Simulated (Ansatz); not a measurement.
## Run report: Zr4O, geometry relaxation (part 2 of 2)

Continued. System: Zr4O (R-3, 15 atoms in the cell). Method: DFT r2SCAN, scalar-relativistic, plane waves, PAW, no spin polarisation (Ansatz 0.2.0); cutoff 500 eV, 6×6×6 k-mesh, Gaussian smearing of 0.1 eV. The structure derives from a Materials Project entry. It belongs to a series of runs on one base structure; here: the database's cell, atoms relaxed.

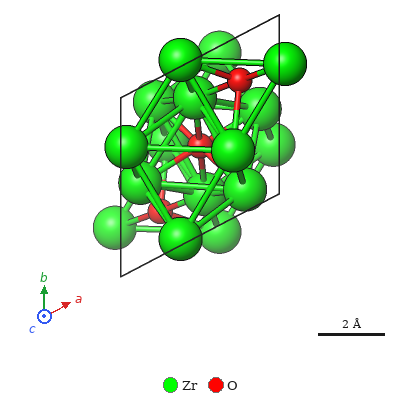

**Figure 1.** The geometry at step 3 of the log (ball-and-stick view of the reduced cell, along the c axis).

## Output, continued
```
  k-point 1: bands = ["-36.1650", "-36.0853", "-36.0394", "-36.0356", "-36.0262", "-36.0216", "-36.0202", "-35.9455", "-35.9215", "-35.9184", "-35.9039", "-35.9032", "-14.4260", "-14.0844", "-13.9536", "-13.8711", "-13.7551", "-13.7291", "-13.7122", "-13.6664", "-13.6539", "-13.6383", "-13.5755", "-13.5608", "-13.4950", "-13.4747", "-13.4673", "-13.4456", "-13.4046", "-13.3544", "-13.3374", "-13.3203", "-13.2735", "-13.2688", "-13.2421", "-13.1923", "-13.1785", "-13.1552", "-13.1459", "-13.1312", "-13.1144", "-13.0997", "-13.0780", "-13.0546", "-13.0290", "-12.9923", "-12.9787", "-12.9469", "-7.2277", "-6.8699", "-6.6106", "6.9381", "6.9879", "7.0897", "7.3930", "7.4595", "7.4741", "7.7496", "7.8977", "7.9420", "9.6215", "11.2098", "11.5483", "12.3886", "12.4822", "12.5665", "12.7187", "12.7760", "12.9463", "13.0224", "13.1866", "13.2617", "13.3079", "13.4174", "13.6888", "13.8472", "13.9014", "14.1317", "14.2805", "14.3391", "14.5084", "14.6149", "14.6580", "14.9030", "15.0156", "15.0714", "15.1547", "15.1929", "15.6175", "15.7483", "15.8661", "15.9359", "16.2099", "16.2852", "16.5081", "16.6033", "16.6939", "16.9570"]
  k-point 2: bands = ["-36.1382", "-36.0729", "-36.0615", "-36.0456", "-36.0292", "-36.0214", "-36.0033", "-35.9448", "-35.9324", "-35.9275", "-35.9069", "-35.9033", "-14.3697", "-14.1349", "-14.0273", "-13.8635", "-13.7698", "-13.7492", "-13.7317", "-13.6781", "-13.6563", "-13.5768", "-13.5656", "-13.5419", "-13.4833", "-13.4394", "-13.4015", "-13.3939", "-13.3460", "-13.3181", "-13.3114", "-13.2897", "-13.2773", "-13.2495", "-13.2348", "-13.2249", "-13.1739", "-13.1627", "-13.1604", "-13.1438", "-13.1390", "-13.1051", "-13.0948", "-13.0859", "-13.0752", "-13.0482", "-13.0071", "-12.9830", "-7.1129", "-6.8704", "-6.7140", "6.9065", "7.0635", "7.1592", "7.4157", "7.4278", "7.4872", "7.7441", "7.7956", "7.9170", "10.3673", "11.4841", "11.9043", "12.1098", "12.1376", "12.2018", "12.3684", "12.4987", "12.6612", "12.9310", "13.0684", "13.1412", "13.2961", "13.3899", "13.5995", "13.6649", "13.7745", "13.8343", "13.9703", "14.0431", "14.2098", "14.7744", "14.8922", "14.9586", "15.0697", "15.3344", "15.5055", "15.5264", "15.6456", "15.7075", "15.9725", "15.9854", "16.2454", "16.4311", "16.6328", "16.8392", "16.8696", "16.9473"]
  k-point 39: bands = ["-36.1713", "-36.1035", "-36.0271", "-36.0271", "-36.0228", "-36.0228", "-36.0224", "-35.9542", "-35.9092", "-35.9092", "-35.9078", "-35.9078", "-14.4167", "-14.1259", "-13.8459", "-13.8459", "-13.7421", "-13.7421", "-13.7399", "-13.7113", "-13.7058", "-13.5716", "-13.5569", "-13.5569", "-13.5333", "-13.5333", "-13.4801", "-13.4723", "-13.3739", "-13.3739", "-13.3703", "-13.3615", "-13.3615", "-13.2967", "-13.1767", "-13.1506", "-13.1506", "-13.1321", "-13.1321", "-13.1117", "-13.1117", "-13.0970", "-13.0659", "-13.0659", "-13.0065", "-13.0065", "-12.9385", "-12.9385", "-7.2675", "-6.8819", "-6.5648", "6.9693", "6.9693", "7.0308", "7.3849", "7.4733", "7.4733", "7.6513", "7.9780", "7.9780", "9.8585", "9.9951", "12.0696", "12.4737", "12.7627", "12.8721", "12.9668", "12.9668", "13.0769", "13.0769", "13.1896", "13.1932", "13.3900", "13.4991", "13.4991", "13.8860", "13.8860", "14.2962", "14.3555", "14.3555", "14.4974", "14.6796", "14.6796", "14.9698", "14.9698", "15.0337", "15.0337", "15.0485", "15.3346", "15.5869", "15.5869", "16.2233", "16.2233", "16.4932", "16.7224", "16.7224", "16.8593", "16.9215"]
--- Relaxed structure (4 steps of the walk, 3 accepted, 0 SCFs on fresh bases) ---
  F+E_penalty+E_count = -52056.67654250 eV   max|allowed force component| = 9.102e-3 eV/Å
  atoms:
    - { symbol: Zr, position: [0.6225138403524083, 0.96326368285704, 0.29127295284786436] }
    - { symbol: Zr, position: [0.12369755711621633, 0.46806585726965544, 0.7842970282061423] }
    - { symbol: Zr, position: [0.9632636828570399, 0.29127295284786436, 0.6225138403524084] }
    - { symbol: Zr, position: [0.46806585726965544, 0.7842970282061423, 0.12369755711621638] }
    - { symbol: Zr, position: [0.2912729528478644, 0.6225138403524083, 0.96326368285704] }
    - { symbol: Zr, position: [0.7842970282061423, 0.12369755711621644, 0.4680658572696555] }
    - { symbol: Zr, position: [0.03673631714296005, 0.7087270471521356, 0.3774861596475916] }
    - { symbol: Zr, position: [0.5319341427303445, 0.21570297179385756, 0.8763024428837836] }
    - { symbol: Zr, position: [0.3774861596475915, 0.036736317142959996, 0.7087270471521356] }
    - { symbol: Zr, position: [0.8763024428837836, 0.5319341427303445, 0.21570297179385756] }
    - { symbol: Zr, position: [0.7087270471521356, 0.3774861596475917, 0.03673631714296005] }
    - { symbol: Zr, position: [0.2157029717938576, 0.8763024428837836, 0.5319341427303445] }
    - { symbol: O, position: [0.5, 0.5, 0.5] }
    - { symbol: O, position: [0.2500019246006318, 0.2500019246006318, 0.2500019246006318] }
    - { symbol: O, position: [0.7499980753993682, 0.7499980753993682, 0.7499980753993682] }
```

## Trajectory as extended XYZ (Å, eV, eV/Å), 4 frames, from step=1 to step=4
```
15
Lattice="2.8254 1.6313 10.3753 -2.8254 1.6313 10.3753 0.0000 -3.2625 10.3753" Properties=species:S:1:pos:R:3:forces:R:3 step=1 energy=-52056.67611
Zr   -0.9623    1.6340   19.4761   -0.0076   0.0278  -0.0089
Zr   -0.9716   -1.5946   14.2759   -0.0195   0.0119   0.0053
Zr    1.8962    0.0163   19.4761    0.0279  -0.0073  -0.0089
Zr   -0.8952    1.6388   14.2759    0.0201   0.0110   0.0053
Zr   -0.9339   -1.6503   19.4761   -0.0202  -0.0205  -0.0089
Zr    1.8668   -0.0442   14.2759   -0.0005  -0.0229   0.0053
Zr   -1.8962   -0.0163   11.6498   -0.0279   0.0073   0.0089
Zr    0.8952   -1.6388   16.8500   -0.0201  -0.0110  -0.0053
Zr    0.9623   -1.6340   11.6498    0.0076  -0.0278   0.0089
Zr    0.9716    1.5946   16.8500    0.0195  -0.0119  -0.0053
Zr    0.9339    1.6503   11.6498    0.0202   0.0205   0.0089
Zr   -1.8668    0.0442   16.8500    0.0005   0.0229  -0.0053
O     0.0000    0.0000   15.5629    0.0000   0.0000   0.0000
O     0.0000    0.0000    7.7833    0.0000   0.0000  -0.0202
O     0.0000    0.0000   23.3426    0.0000   0.0000   0.0202
15
Lattice="2.8254 1.6313 10.3753 -2.8254 1.6313 10.3753 0.0000 -3.2625 10.3753" Properties=species:S:1:pos:R:3:forces:R:3 step=2 energy=-52056.65469 accepted=F
Zr   -0.9639    1.6602   19.4699   -0.0160  -0.2764   0.0491
Zr   -0.9769   -1.5928   14.2826    0.0572   0.0223  -0.0479
Zr    1.9197    0.0047   19.4699   -0.2314   0.1520   0.0491
Zr   -0.8910    1.6425   14.2826   -0.0093  -0.0606  -0.0479
Zr   -0.9558   -1.6649   19.4699    0.2473   0.1244   0.0491
Zr    1.8679   -0.0496   14.2826   -0.0479   0.0384  -0.0479
Zr   -1.9197   -0.0047   11.6559    0.2314  -0.1520  -0.0491
Zr    0.8910   -1.6425   16.8432    0.0093   0.0606   0.0479
Zr    0.9639   -1.6602   11.6559    0.0160   0.2764  -0.0491
Zr    0.9769    1.5928   16.8432   -0.0572  -0.0223   0.0479
Zr    0.9558    1.6649   11.6559   -0.2473  -0.1244  -0.0491
Zr   -1.8679    0.0496   16.8432    0.0479  -0.0384   0.0479
O     0.0000    0.0000   15.5629    0.0000   0.0000   0.0000
O     0.0000    0.0000    7.7776    0.0000   0.0000  -0.0047
O     0.0000    0.0000   23.3483    0.0000   0.0000   0.0047
15
Lattice="2.8254 1.6313 10.3753 -2.8254 1.6313 10.3753 0.0000 -3.2625 10.3753" Properties=species:S:1:pos:R:3:forces:R:3 step=3 energy=-52056.67653
Zr   -0.9630    1.6365   19.4748    0.0038  -0.0005   0.0039
Zr   -0.9728   -1.5937   14.2770   -0.0028   0.0041  -0.0015
Zr    1.8988    0.0158   19.4748   -0.0023  -0.0031   0.0039
Zr   -0.8938    1.6393   14.2770    0.0049   0.0004  -0.0015
Zr   -0.9357   -1.6523   19.4748   -0.0015   0.0036   0.0039
Zr    1.8666   -0.0456   14.2770   -0.0022  -0.0045  -0.0015
Zr   -1.8988   -0.0158   11.6510    0.0023   0.0031  -0.0039
Zr    0.8938   -1.6393   16.8488   -0.0049  -0.0004   0.0015
Zr    0.9630   -1.6365   11.6510   -0.0038   0.0005  -0.0039
Zr    0.9728    1.5937   16.8488    0.0028  -0.0041   0.0015
Zr    0.9357    1.6523   11.6510    0.0015  -0.0036  -0.0039
Zr   -1.8666    0.0456   16.8488    0.0022   0.0045   0.0015
O     0.0000    0.0000   15.5629    0.0000   0.0000   0.0000
O     0.0000    0.0000    7.7818    0.0000   0.0000  -0.0136
O     0.0000    0.0000   23.3440    0.0000   0.0000   0.0136
15
Lattice="2.8254 1.6313 10.3753 -2.8254 1.6313 10.3753 0.0000 -3.2625 10.3753" Properties=species:S:1:pos:R:3:forces:R:3 step=4 energy=-52056.67654
Zr   -0.9628    1.6365   19.4749   -0.0011  -0.0010   0.0020
Zr   -0.9730   -1.5935   14.2770   -0.0007   0.0009  -0.0016
Zr    1.8987    0.0155   19.4749   -0.0004   0.0014   0.0020
Zr   -0.8935    1.6394   14.2770    0.0011   0.0002  -0.0016
Zr   -0.9359   -1.6521   19.4749    0.0014  -0.0004   0.0020
Zr    1.8665   -0.0459   14.2770   -0.0004  -0.0011  -0.0016
Zr   -1.8987   -0.0155   11.6509    0.0004  -0.0014  -0.0020
Zr    0.8935   -1.6394   16.8488   -0.0011  -0.0002   0.0016
Zr    0.9628   -1.6365   11.6509    0.0011   0.0010  -0.0020
Zr    0.9730    1.5935   16.8488    0.0007  -0.0009   0.0016
Zr    0.9359    1.6521   11.6509   -0.0014   0.0004  -0.0020
Zr   -1.8665    0.0459   16.8488    0.0004   0.0011   0.0016
O     0.0000    0.0000   15.5629    0.0000   0.0000   0.0000
O     0.0000    0.0000    7.7815    0.0000   0.0000  -0.0091
O     0.0000    0.0000   23.3443    0.0000   0.0000   0.0091
```

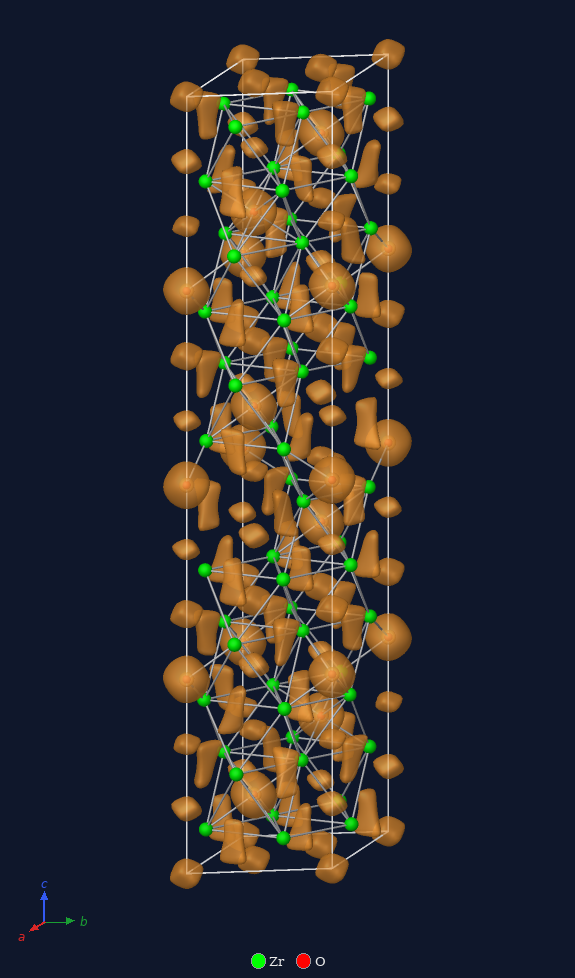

**Figure 2.** Isosurface of the ELF at 0.6 (orange), seen slightly off an axis. Only the valence region is drawn (cores and ρ < 0.01 e/Å³ removed). Sticks mark near contacts. The outline is the cell set on symmetry axes. Along the contacts the grid gives the following. Zr–O (2.27 Å): the ELF peaks at about 0.80 in the valence shell of O, 0.6 Å from its nucleus, and drops to about 0.10 between the two atoms; a polar contact without a shared pair, in a metal. Zr–Zr (3.16 Å): the ELF is about 0.20 at the midpoint (no shared electron pair). In a PAW calculation such maps are meaningful between the atoms, not at the nuclei.

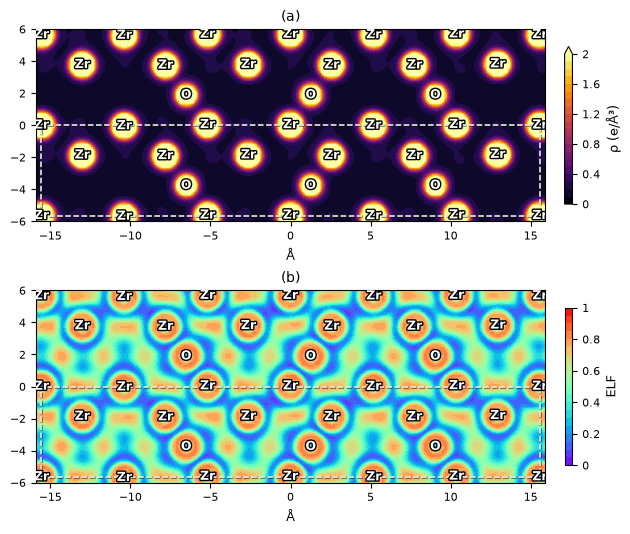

**Figure 3.** (a) valence pseudo-density; (b) electron localisation function on the (11̄0) plane of the conventional cell. Zr–O (2.27 Å): ρ at the midpoint is about 0.42 e/Å³; the ELF peaks at about 0.80 in the valence shell of O, 0.6 Å from its nucleus, and drops to about 0.10 between the two atoms; no shared pair; the contact is polar. Zr–Zr (3.16 Å): ρ at the midpoint is about 0.18 e/Å³; the ELF is about 0.20 at the midpoint; no localised pair between them. Zr–Zr (3.20 Å): ρ at the midpoint is about 0.15 e/Å³; the ELF is about 0.15 at the midpoint (no shared electron pair). Zr–Zr (3.23 Å): ρ at the midpoint is about 0.14 e/Å³; the ELF is about 0.10 at the midpoint (no shared electron pair). Away from the nuclei the density in this plane falls to 0.11 e/Å³ at its lowest. The strong features right at Zr lie inside the PAW spheres (semicore, d or f shells) and say nothing about bonding.

The run was set up as follows.

## Input file
```yaml
crystal:
  lattice:
    - [2.8254438746, 1.6312707816, 10.3752769626]
    - [-2.8254438746, 1.6312707816, 10.3752769626]
    - [0.0, -3.2625415632, 10.3752769626]
  atoms:
    - { symbol: Zr, position: [0.62237983, 0.96294586, 0.29183668] }
    - { symbol: Zr, position: [0.12378538, 0.46767355, 0.78449257] }
    - { symbol: Zr, position: [0.96294586, 0.29183668, 0.62237983] }
    - { symbol: Zr, position: [0.46767355, 0.78449257, 0.12378538] }
    - { symbol: Zr, position: [0.29183668, 0.62237983, 0.96294586] }
    - { symbol: Zr, position: [0.78449257, 0.12378538, 0.46767355] }
    - { symbol: Zr, position: [0.03705414, 0.70816332, 0.37762017] }
    - { symbol: Zr, position: [0.53232645, 0.21550743, 0.87621462] }
    - { symbol: Zr, position: [0.37762017, 0.03705414, 0.70816332] }
    - { symbol: Zr, position: [0.87621462, 0.53232645, 0.21550743] }
    - { symbol: Zr, position: [0.70816332, 0.37762017, 0.03705414] }
    - { symbol: Zr, position: [0.21550743, 0.87621462, 0.53232645] }
    - { symbol: O, position: [0.5, 0.5, 0.5] }
    - { symbol: O, position: [0.25005852, 0.25005852, 0.25005852] }
    - { symbol: O, position: [0.74994148, 0.74994148, 0.74994148] }
basis:
  ecutwfc: 500
kpoints:
  mp_grid: { grid: [6, 6, 6] }
hamiltonian:
  xc: r2scan
scf:
  occupations: { method: gaussian, width: 0.1 }
output:
  forces: true
  stress: true
  eigenvalues: true
  write_density: true
  write_potential: true
  elf: true
  volumetric_format: npy
relax:
  adjacent_minimum: "off"
  f_tol: 0.01
  max_steps: 40
```

Command:
```bash
ansatz run input.yaml --threads 4 --pin off --max-ram 10240MiB --backend cpu --events-out ev --progress --plain --runs-dir out
```

## Results in brief

```tsv
quantity	value
outcome	converged
space group (tolerance 0.01 Å)	R-3 (148)
electrons treated	162
free energy	−52056.6765 eV
Fermi energy	14.563 eV
gap on the k-point mesh	none (metallic)
pressure	0.03 GPa
final volume	286.92 Å³
largest force (length of the vector) at the end	0.009 eV/Å
final cell	a = 10.876 Å, b = 10.876 Å, c = 10.876 Å, α = 30.11°, β = 30.11°, γ = 30.11°
hardware	4 threads of Oxide Virtual Turin-like (Zen 5), 32 GiB of memory available, shared host
wall time	2.7 min (CPU time 10 min)
peak memory	2.9 GiB
```

## Notes

Warnings of the run: the SCF threshold is looser than advised for the printed stress.
